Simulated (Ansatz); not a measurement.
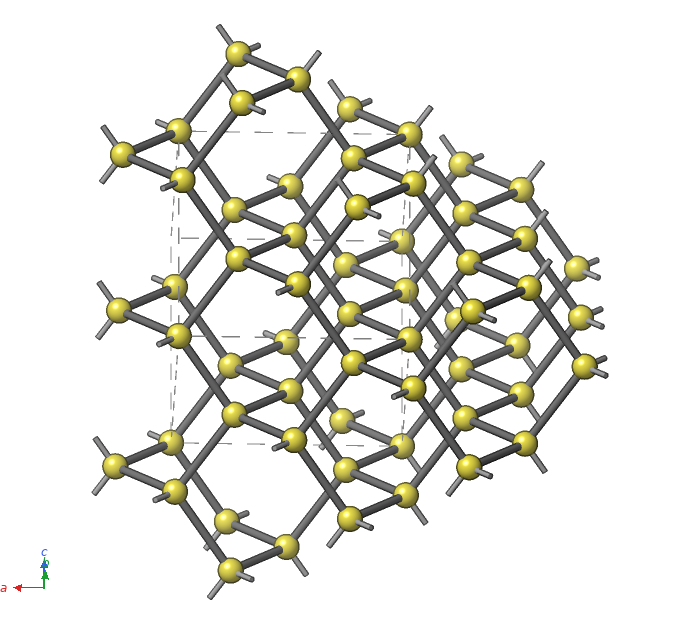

The picture shows a finite piece of the underlying net of a crystal structure, nodes on the atoms' positions. Nodes are coloured by topological kind. Short stubs are edges that leave the cut-out.

**Describe the net.**

A uninodal 4-connected, three-periodic net. It is the dia net, known from diamond, zinc blende and cristobalite.

**Give point symbol and coordination sequence.**

6^6, sequence 4, 12, 24, 42, 64, 92.

Where the net comes from. AlN (space group F-43m, No. 216): coordinates from a relaxation with Ansatz 0.2.0, DFT PBE, scalar-relativistic, plane waves, PAW. Bonds are taken as Al–N below 2.1 Å; no other contact counts. Atoms with one bond or none are removed and atoms with two bonds are replaced by edges, until no such atom is left. Al and N are 4-connected nodes.
